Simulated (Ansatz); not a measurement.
# Run report: Hf8HO17, geometry relaxation (part 5 of 5)

The same run, continued: Hf8HO17 (slab, 26 atoms in the cell); DFT PBE+D3(BJ), scalar-relativistic, plane waves, PAW, spin-polarised (Ansatz 0.2.0); cutoff 420 eV, 3×3×1 k-mesh, Gaussian smearing of 0.05 eV, collinear spins. The structure derives from an entry of the Crystallography Open Database. The input holds or restrains some coordinates. Forces given for the steps count only the free coordinates. It belongs to a series of runs on one base structure; here: 1 OH a cell, anchor, over a top O site.

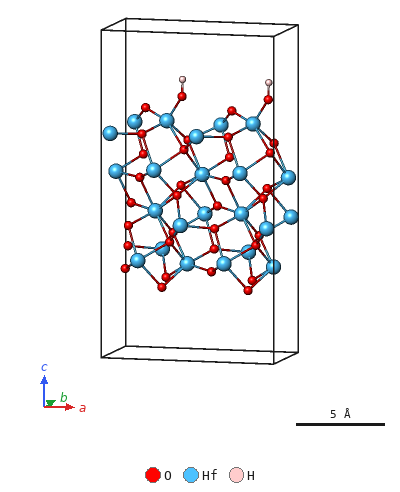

Fig. 1: The geometry at step 22 of the log (ball-and-stick view of the 2 × 1 repeat of the cell, with the vacuum cut short, seen slightly off an axis).

## Log, continued
```
  k-point 2 ↑: bands = ["-60.7365", "-60.6669", "-60.4822", "-60.4088", "-59.7377", "-59.5228", "-58.1864", "-57.7131", "-29.7127", "-29.6430", "-29.5714", "-29.5175", "-29.5043", "-29.3979", "-29.3428", "-29.2855", "-29.2558", "-29.2151", "-29.1681", "-29.1125", "-28.5558", "-28.5093", "-28.4727", "-28.3162", "-28.2760", "-28.2520", "-27.0775", "-26.9029", "-26.7884", "-26.5859", "-26.4708", "-26.4495", "-18.7503", "-17.4823", "-16.9236", "-16.7168", "-16.6263", "-16.4581", "-16.3889", "-16.1501",
      "-15.8926", "-15.8577", "-15.5141", "-15.1179", "-14.9584", "-14.2912", "-13.4595", "-12.9968", "-12.7159", "-10.6321", "-10.6288", "-10.5896", "-10.5863", "-10.5717", "-10.5576", "-10.5512", "-10.5367", "-10.5242", "-10.5158", "-10.5143", "-10.5083", "-10.4760", "-10.4628", "-10.3609", "-10.3601", "-10.3496", "-10.3432", "-10.3388", "-10.3299", "-10.3236", "-10.2770", "-10.2722", "-10.2631", "-10.2563", "-10.2462", "-10.2406", "-10.2271", "-9.6226", "-9.6198", "-9.6136",
      "-9.6102", "-9.6017", "-9.5866", "-9.5804", "-9.4029", "-9.3968", "-9.3930", "-9.3885", "-9.3821", "-9.3712", "-9.3682", "-8.1377", "-8.1312", "-8.1022", "-8.0825", "-8.0651", "-8.0050", "-7.9968", "-7.6028", "-7.6004", "-7.5942", "-7.5849", "-7.5719", "-7.5512", "-7.5442", "-6.6109", "-4.9779", "-4.8367", "-4.4721", "-4.3739", "-4.2244", "-4.0673", "-3.9223", "-3.7815", "-3.6048", "-3.4560", "-3.3034", "-3.1407", "-2.9662", "-2.8447",
      "-2.7735", "-2.6556", "-2.5027", "-2.3800", "-2.2312", "-2.1330", "-2.0563", "-1.9807", "-1.8659", "-1.7489", "-1.6246", "-1.5478", "-1.4786", "-1.3995", "-1.2341", "-1.1226", "-1.0323", "-0.9503", "-0.8171", "-0.7471", "-0.6724", "-0.5617", "-0.4708", "-0.1051", "0.0214", "0.2259", "0.4100", "0.4580", "0.6218", "1.0906", "1.4351", "1.7524", "1.9943", "2.2714", "2.4562", "2.7229", "3.0837", "4.1505", "4.4868", "4.6350",
      "4.9158", "5.1634", "5.2986", "5.4837", "5.6237", "5.7615", "5.9663", "6.0201", "6.1828", "6.3338", "6.6110", "6.7749", "6.8653", "6.9434", "7.0496", "7.1448", "7.2296", "7.3580", "7.5577", "7.6168", "7.7964", "7.9153", "8.1008", "8.1953", "8.3126", "8.3443", "8.5240", "8.5803"]
  k-point 4 ↓: bands = ["-60.6641", "-60.6501", "-60.4820", "-60.4083", "-59.7380", "-59.5236", "-58.1962", "-57.7270", "-29.7242", "-29.5546", "-29.4964", "-29.4726", "-29.4080", "-29.3598", "-29.3438", "-29.2654", "-29.2509", "-29.2078", "-29.1651", "-29.0820", "-28.5698", "-28.5304", "-28.4746", "-28.3101", "-28.2673", "-28.2329", "-27.0966", "-26.9359", "-26.8005", "-26.5855", "-26.4841", "-26.4647", "-18.7220", "-17.4468", "-16.9843", "-16.7557", "-16.6150", "-16.5058", "-16.3030", "-16.1693",
      "-15.8641", "-15.8265", "-15.5136", "-15.1293", "-14.9774", "-14.2609", "-12.6737", "-12.2126", "-11.8412", "-10.6116", "-10.6102", "-10.5823", "-10.5670", "-10.5498", "-10.5381", "-10.5325", "-10.5258", "-10.5171", "-10.5102", "-10.5100", "-10.5015", "-10.4803", "-10.4592", "-10.3605", "-10.3585", "-10.3506", "-10.3443", "-10.3383", "-10.3283", "-10.3247", "-10.2766", "-10.2726", "-10.2632", "-10.2547", "-10.2502", "-10.2400", "-10.2306", "-9.6219", "-9.6199", "-9.6148",
      "-9.6089", "-9.6034", "-9.5865", "-9.5811", "-9.4027", "-9.3972", "-9.3939", "-9.3888", "-9.3837", "-9.3744", "-9.3704", "-8.1383", "-8.1312", "-8.1030", "-8.0833", "-8.0649", "-8.0023", "-7.9946", "-7.6062", "-7.6039", "-7.5969", "-7.5877", "-7.5756", "-7.5538", "-7.5412", "-6.5660", "-4.7245", "-4.4997", "-4.3929", "-4.1935", "-4.1209", "-3.9516", "-3.7385", "-3.6499", "-3.5216", "-3.4586", "-3.2778", "-2.9764", "-2.8971", "-2.8203",
      "-2.7662", "-2.6769", "-2.5367", "-2.4354", "-2.3260", "-2.1787", "-2.1457", "-1.9709", "-1.8504", "-1.7758", "-1.6892", "-1.5753", "-1.4872", "-1.3808", "-1.3012", "-1.2091", "-1.0885", "-0.9829", "-0.9360", "-0.8523", "-0.7085", "-0.5247", "-0.4366", "-0.2304", "-0.0499", "0.1122", "0.3739", "0.7462", "1.3034", "1.5101", "1.8785", "2.2244", "2.3934", "2.5665", "3.2875", "3.9003", "3.9245", "4.2567", "4.6927", "4.9083",
      "5.0520", "5.3002", "5.4258", "5.5960", "5.6820", "5.8844", "6.0432", "6.1098", "6.3973", "6.5267", "6.6520", "6.7549", "6.8185", "6.9735", "7.1545", "7.3144", "7.4431", "7.5619", "7.6605", "7.6917", "7.8698", "7.9437", "8.1854", "8.2618", "8.3771", "8.5821", "8.6856", "8.7501"]
--- Relaxed structure (33 steps of the walk, 33 accepted, 0 SCFs on fresh bases) ---
  F+E_penalty+E_count = -135472.04688015 eV   max|allowed force component| = 3.988e-2 eV/Å
  atoms:
    - { symbol: O, position: [0.6347922139, 0.24191816589999995, 0.27945441969999996] }
    - { symbol: O, position: [0.5361300045, 0.7580818340999999, 0.28707086919999997] }
    - { symbol: O, position: [0.1832406025, 0.33582193869999993, 0.31216777169999993] }
    - { symbol: Hf, position: [0.8445046138, 0.5424419742999999, 0.32132177199999995] }
    - { symbol: Hf, position: [0.4118787139000001, 0.04244197429999999, 0.33659963499999995] }
    - { symbol: O, position: [0.0731427251, 0.8358219386999998, 0.34575363509999996] }
    - { symbol: O, position: [0.7202533231, 0.25808183409999996, 0.37085053779999994] }
    - { symbol: O, position: [0.6215911137000001, 0.7419181658999999, 0.37846698709999993] }
    - { symbol: O, position: [0.26870171170000007, 0.16417806129999998, 0.40356388979999996] }
    - { symbol: Hf, position: [0.9299657230000001, 0.9575580256999999, 0.41271788989999997] }
    - { symbol: Hf, position: [0.4973398231, 0.45755802569999987, 0.4279957529] }
    - { symbol: O, position: [0.1586038343, 0.6641780612999999, 0.43714975319999994] }
    - { symbol: O, position: [0.8038333275285275, 0.2447759508871116, 0.4645386327840946] }
    - { symbol: O, position: [0.7060313405881002, 0.7601496860212712, 0.47418140819389404] }
    - { symbol: O, position: [0.3477218478513477, 0.3301762486087215, 0.4961709548187711] }
    - { symbol: Hf, position: [0.018422092682367507, 0.5409887953954182, 0.5029527740195345] }
    - { symbol: Hf, position: [0.58667777729226, 0.05165810821869391, 0.5196224928594815] }
    - { symbol: O, position: [0.24454240575454914, 0.8311139975995849, 0.5325235914539043] }
    - { symbol: O, position: [0.8774093013006292, 0.2723685887249055, 0.555066156920416] }
    - { symbol: O, position: [0.7830490593085039, 0.763635257752919, 0.5690008942445169] }
    - { symbol: O, position: [0.4144146431260518, 0.19269881863960547, 0.5877683691961052] }
    - { symbol: Hf, position: [0.11163510577221915, 0.9585379126343189, 0.5967473798371012] }
    - { symbol: Hf, position: [0.6343289678872797, 0.47992074952188696, 0.6090691147759592] }
    - { symbol: O, position: [0.32296403652976036, 0.6896402170349155, 0.6289346270127008] }
    - { symbol: O, position: [0.8867518271541812, 0.2087930887961479, 0.6458319281728145] }
    - { symbol: H, position: [0.9338653157184004, 0.23242118898806574, 0.678320165500809] }
--- Löwdin populations: 26 sites ---
  site symbol       q [e]    m [muB]
     0      O      6.4027     0.8836
     1      O      6.5349     0.4857
     2      O      6.5863     0.2507
     3     Hf     24.4729    -0.0441
     4     Hf     24.5931    -0.0550
     5      O      6.6362     0.0082
     6      O      6.6729     0.0030
     7      O      6.6791     0.0008
     8      O      6.6449     0.0011
     9     Hf     24.5805    -0.0030
    10     Hf     24.5767    -0.0016
    11      O      6.6313    -0.0000
    12      O      6.6800     0.0001
    13      O      6.6903     0.0001
    14      O      6.6338     0.0007
    15     Hf     24.5733     0.0020
    16     Hf     24.5810     0.0036
    17      O      6.6609     0.0049
    18      O      6.7148     0.0038
    19      O      6.6841    -0.0031
    20      O      6.6257     0.0164
    21     Hf     24.6065     0.0925
    22     Hf     24.6605     0.3399
    23      O      6.6751    -0.0017
    24      O      6.7144     0.0048
    25      H      0.5974     0.0113
  spilling = 0.002863 (of n_electrons = 311.000000)
```

## File populations.tsv
```
# site	symbol	l	j	q_up	q_dn
# orbitals = lowdin
# n_electrons = 311.000000
# spilling = 0.002863
0	O	0_2S	-	0.929812	0.920273
0	O	1_2P	-	2.713336	1.839267
1	O	0_2S	-	0.911017	0.905239
1	O	1_2P	-	2.599276	2.119368
2	O	0_2S	-	0.878947	0.872399
2	O	1_2P	-	2.539566	2.295376
3	Hf	0_5S	-	0.988833	0.988712
3	Hf	0_6S	-	0.205079	0.210657
3	Hf	1_5P	-	2.992773	2.991265
3	Hf	2_5D	-	1.029186	1.070216
3	Hf	3_4F	-	6.998524	6.997667
4	Hf	0_5S	-	0.986680	0.986587
4	Hf	0_6S	-	0.210731	0.215950
4	Hf	1_5P	-	2.992444	2.992063
4	Hf	2_5D	-	1.081059	1.131858
4	Hf	3_4F	-	6.998137	6.997576
5	O	0_2S	-	0.845793	0.846020
5	O	1_2P	-	2.476398	2.467984
6	O	0_2S	-	0.848703	0.848593
6	O	1_2P	-	2.489244	2.486354
7	O	0_2S	-	0.851336	0.851550
7	O	1_2P	-	2.488641	2.487617
8	O	0_2S	-	0.844912	0.845131
8	O	1_2P	-	2.478116	2.476774
9	Hf	0_5S	-	0.984427	0.984453
9	Hf	0_6S	-	0.221814	0.222329
9	Hf	1_5P	-	2.991285	2.991268
9	Hf	2_5D	-	1.092970	1.095403
9	Hf	3_4F	-	6.998262	6.998258
10	Hf	0_5S	-	0.984384	0.984393
10	Hf	0_6S	-	0.219437	0.219857
10	Hf	1_5P	-	2.991520	2.991508
10	Hf	2_5D	-	1.094015	1.095204
10	Hf	3_4F	-	6.998207	6.998197
11	O	0_2S	-	0.843273	0.843308
11	O	1_2P	-	2.472370	2.472354
12	O	0_2S	-	0.845862	0.845835
12	O	1_2P	-	2.494191	2.494149
13	O	0_2S	-	0.849745	0.849718
13	O	1_2P	-	2.495469	2.495377
14	O	0_2S	-	0.841655	0.841401
14	O	1_2P	-	2.475584	2.475147
15	Hf	0_5S	-	0.984269	0.984217
15	Hf	0_6S	-	0.220858	0.220530
15	Hf	1_5P	-	2.991453	2.991430
15	Hf	2_5D	-	1.092765	1.091157
15	Hf	3_4F	-	6.998324	6.998319
16	Hf	0_5S	-	0.984583	0.984209
16	Hf	0_6S	-	0.219657	0.217702
16	Hf	1_5P	-	2.991297	2.991200
16	Hf	2_5D	-	1.098672	1.097551
16	Hf	3_4F	-	6.998088	6.998085
17	O	0_2S	-	0.847831	0.846926
17	O	1_2P	-	2.485093	2.481093
18	O	0_2S	-	0.856118	0.855131
18	O	1_2P	-	2.503179	2.500381
19	O	0_2S	-	0.851529	0.850388
19	O	1_2P	-	2.488945	2.493234
20	O	0_2S	-	0.848088	0.838676
20	O	1_2P	-	2.472952	2.465987
21	Hf	0_5S	-	0.986409	0.986377
21	Hf	0_6S	-	0.243741	0.214989
21	Hf	1_5P	-	2.990098	2.989844
21	Hf	2_5D	-	1.131363	1.067926
21	Hf	3_4F	-	6.997878	6.997877
22	Hf	0_5S	-	0.987929	0.987861
22	Hf	0_6S	-	0.312915	0.198087
22	Hf	1_5P	-	2.988814	2.988585
22	Hf	2_5D	-	1.212950	0.988188
22	Hf	3_4F	-	6.997577	6.997601
23	O	0_2S	-	0.867555	0.866137
23	O	1_2P	-	2.469112	2.472273
24	O	0_2S	-	0.831154	0.825751
24	O	1_2P	-	2.528437	2.529033
25	H	0_1S	-	0.304368	0.293072
```

## Trajectory as extended XYZ (Å, eV, eV/Å), 4 of the 33 frames kept, from step=1 to step=33
```
26
Lattice="5.1261 0.0000 0.0000 0.0000 5.2022 0.0000 0.0000 0.0000 28.6272" Properties=species:S:1:pos:R:3:forces:R:3 step=1 energy=-135466.27417
O     3.2540    1.2585    8.0000    0.0186   0.3781   1.2797
O     2.7483    3.9437    8.2180    1.4705   0.1587   1.4644
O     0.9393    1.7470    8.9365   -0.7604   0.1001   0.4596
Hf    4.3290    2.8219    9.1985   -1.0272  -1.1972  -1.7797
Hf    2.1113    0.2208    9.6359    0.2648   0.3256  -4.2254
O     0.3749    4.3481    9.8980   -0.4695   0.1685   0.9865
O     3.6921    1.3426   10.6164    0.3028   0.2997   1.6337
O     3.1863    3.8596   10.8345    0.2285  -0.4681   1.9868
O     1.3774    0.8541   11.5529   -0.0955   0.4446   1.5963
Hf    4.7671    4.9814   11.8150    0.0916   0.3488  -2.3934
Hf    2.5494    2.3803   12.2523    0.0537  -0.2617  -1.9377
O     0.8130    3.4552   12.5144   -0.0614  -0.2969   0.9762
O     4.1313    1.2801   13.3097   -0.0057  -0.0045  -0.0655
O     3.6228    3.9618   13.5552   -0.0051  -0.0119  -0.0285
O     1.7897    1.7276   14.2186    0.0143   0.0391  -0.0342
Hf    0.0899    2.8160   14.3978    0.0439   0.0321   0.1377
Hf    3.0267    0.2706   14.8707   -0.0510  -0.0501   0.1167
O     1.2587    4.3439   15.2192    0.0126   0.0398  -0.1631
O     4.5026    1.4301   15.9289   -0.0072   0.0097  -0.1514
O     4.0318    3.9738   16.2293   -0.0078   0.0972   0.0006
O     2.1652    0.9404   16.8488    0.0857   0.0846  -0.1604
Hf    0.5877    4.9601   17.0431    0.5073  -0.4392   0.6203
Hf    3.1749    2.5251   17.3618   -0.6420   0.1835   1.2767
O     1.6042    3.5697   17.9852   -0.1522   0.1555  -3.3577
O     1.6042    3.5697   20.0552   -0.1122  -0.4423   1.1279
H     1.8770    3.8624   20.9352    0.3033   0.3064   0.6345
26
Lattice="5.1261 0.0000 0.0000 0.0000 5.2022 0.0000 0.0000 0.0000 28.6272" Properties=species:S:1:pos:R:3:forces:R:3 step=12 energy=-135471.04230
O     3.2540    1.2585    8.0000    0.2039   0.3454   1.3502
O     2.7483    3.9437    8.2180    1.2982   0.2225   1.5972
O     0.9393    1.7470    8.9365   -0.7911   0.1027   0.5052
Hf    4.3290    2.8219    9.1985   -1.1070  -1.3741  -1.9754
Hf    2.1113    0.2208    9.6359    0.3742   0.4502  -4.4850
O     0.3749    4.3481    9.8980   -0.4663   0.1942   1.0903
O     3.6921    1.3426   10.6164    0.3094   0.2806   1.7778
O     3.1863    3.8596   10.8345    0.2106  -0.5613   2.0601
O     1.3774    0.8541   11.5529   -0.0764   0.5202   1.9248
Hf    4.7671    4.9814   11.8150    0.0489   0.3373  -2.4959
Hf    2.5494    2.3803   12.2523   -0.1166   0.1225  -2.0514
O     0.8130    3.4552   12.5144   -0.3217  -0.4299   0.9707
O     4.1137    1.3008   13.3177    0.0218   0.0427   0.1121
O     3.5976    4.0029   13.5395    0.0158  -0.0250   0.0602
O     1.8124    1.8604   14.3067   -0.0436   0.0262   0.0939
Hf    0.0435    2.8396   14.4043   -0.0550   0.0844  -0.1631
Hf    2.9708    0.2941   14.8757    0.0144  -0.1124  -0.1839
O     1.0859    4.5405   15.0650   -0.0063  -0.0581   0.0403
O     4.4272    1.4643   15.9510   -0.0786   0.1116  -0.0557
O     3.8223    4.0085   16.2311    0.0521  -0.0441  -0.0574
O     2.1524    0.8577   16.9954    0.0174   0.0252  -0.0922
Hf    0.4342    5.0867   16.8907   -0.0694  -0.1792   0.1456
Hf    2.9378    2.6253   17.5009   -0.0390   0.1235   0.4793
O     1.1253    3.3867   17.6189    0.0920   0.0515  -0.0229
O     3.2087    2.8684   19.4209    0.4355  -0.0355  -0.0151
H     2.9212    3.2756   20.2586    0.0794  -0.2226  -0.6125
26
Lattice="5.1261 0.0000 0.0000 0.0000 5.2022 0.0000 0.0000 0.0000 28.6272" Properties=species:S:1:pos:R:3:forces:R:3 step=22 energy=-135471.52985
O     3.2540    1.2585    8.0000    0.2313   0.3806   1.4339
O     2.7483    3.9437    8.2180    1.3361   0.2204   1.7157
O     0.9393    1.7470    8.9365   -0.8285   0.0842   0.5934
Hf    4.3290    2.8219    9.1985   -1.1422  -1.4312  -2.2474
Hf    2.1113    0.2208    9.6359    0.3817   0.4994  -4.8128
O     0.3749    4.3481    9.8980   -0.4971   0.2328   1.2834
O     3.6921    1.3426   10.6164    0.3220   0.2511   2.0322
O     3.1863    3.8596   10.8345    0.2178  -0.5384   2.2619
O     1.3774    0.8541   11.5529   -0.0898   0.5464   1.9020
Hf    4.7671    4.9814   11.8150    0.0458   0.4500  -2.9464
Hf    2.5494    2.3803   12.2523    0.0850  -0.2579  -2.3097
O     0.8130    3.4552   12.5144   -0.0761  -0.3424   1.1864
O     4.1431    1.2981   13.3365   -0.0120   0.0008  -0.0576
O     3.6258    3.9883   13.5558    0.0034  -0.0281  -0.0266
O     1.7999    1.7477   14.2368    0.0008  -0.0112  -0.0344
Hf    0.0866    2.8260   14.3883   -0.0042  -0.0103   0.0520
Hf    3.0455    0.2937   14.8806    0.0038   0.0444   0.0199
O     1.2915    4.3387   15.2278    0.0297  -0.0340   0.0206
O     4.5286    1.4261   15.9751   -0.0230  -0.0529  -0.0313
O     4.0403    3.9727   16.1852   -0.0249   0.0106   0.0449
O     2.1383    1.0287   16.8478    0.0269   0.0265  -0.0426
Hf    0.5905    5.0084   16.9806   -0.1086   0.0442   0.0850
Hf    3.1745    2.5996   17.4468    0.0763   0.0577   0.1284
O     1.6135    3.6602   18.0084    0.0302   0.0263   0.0109
O     4.2572    1.9596   18.9702   -0.1019   0.0134   0.3264
H     4.2209    2.1946   19.9217    0.1158  -0.1820  -0.5867
26
Lattice="5.1261 0.0000 0.0000 0.0000 5.2022 0.0000 0.0000 0.0000 28.6272" Properties=species:S:1:pos:R:3:forces:R:3 step=33 energy=-135472.04688
O     3.2540    1.2585    8.0000    0.1890   0.3237   1.2930
O     2.7483    3.9437    8.2180    1.2807   0.2089   1.5209
O     0.9393    1.7470    8.9365   -0.7759   0.1301   0.4329
Hf    4.3290    2.8219    9.1985   -1.0811  -1.3492  -1.8226
Hf    2.1113    0.2208    9.6359    0.3414   0.4641  -4.2304
O     0.3749    4.3481    9.8980   -0.4448   0.1503   0.9705
O     3.6921    1.3426   10.6164    0.3036   0.3123   1.6166
O     3.1863    3.8596   10.8345    0.2331  -0.4519   2.0096
O     1.3774    0.8541   11.5529   -0.1239   0.4271   1.5744
Hf    4.7671    4.9814   11.8150    0.0766   0.4055  -2.3821
Hf    2.5494    2.3803   12.2523    0.1039  -0.3551  -2.0107
O     0.8130    3.4552   12.5144   -0.1165  -0.2691   1.0214
O     4.1205    1.2734   13.2984    0.0006   0.0103   0.0070
O     3.6192    3.9544   13.5745    0.0102  -0.0053  -0.0074
O     1.7825    1.7176   14.2040    0.0140  -0.0023   0.0043
Hf    0.0944    2.8143   14.3981   -0.0082   0.0029   0.0050
Hf    3.0074    0.2687   14.8753   -0.0146  -0.0049  -0.0038
O     1.2535    4.3236   15.2447    0.0110   0.0168   0.0083
O     4.4977    1.4169   15.8900    0.0019   0.0064   0.0036
O     4.0140    3.9726   16.2889    0.0014   0.0013  -0.0188
O     2.1243    1.0025   16.8262   -0.0215  -0.0003   0.0044
Hf    0.5723    4.9865   17.0832   -0.0019  -0.0140   0.0105
Hf    3.2516    2.4966   17.4359    0.0180  -0.0146   0.0027
O     1.6555    3.5876   18.0046    0.0016   0.0073  -0.0075
O     4.5456    1.0862   18.4884    0.0172   0.0096   0.0381
H     4.7871    1.2091   19.4184   -0.0159  -0.0100  -0.0399
```

## Results in brief

- outcome: converged under the restraints of the input
- electrons treated: 311
- free energy: −135472.0469 eV
- work function, top face: 2.16 eV
- work function, bottom face: 7.75 eV
- Fermi energy: 3.300 eV
- gap on the k-point mesh: none (metallic)
- net moment of the cell: 2.05 μB
- integrated absolute moment: 2.23 μB
- final volume: 763.40 Å³
- work function (upper face): 2.16 eV
- largest force (length of the vector) at the end, held atoms and coordinates included: 4.269 eV/Å
- hardware: 8 threads of Intel Xeon @ 2.50GHz (Skylake/Cascade Lake), 32 GiB of memory available, shared host
- wall time: 22 min (CPU time 2.8 h)
- peak memory: 5.5 GiB

## Remarks

The electronic state found may not be the lowest one. Notes on the run: the exchange-correlation potential is rough where the density is thin. Spin–orbit coupling is left out, which matters for Hf.
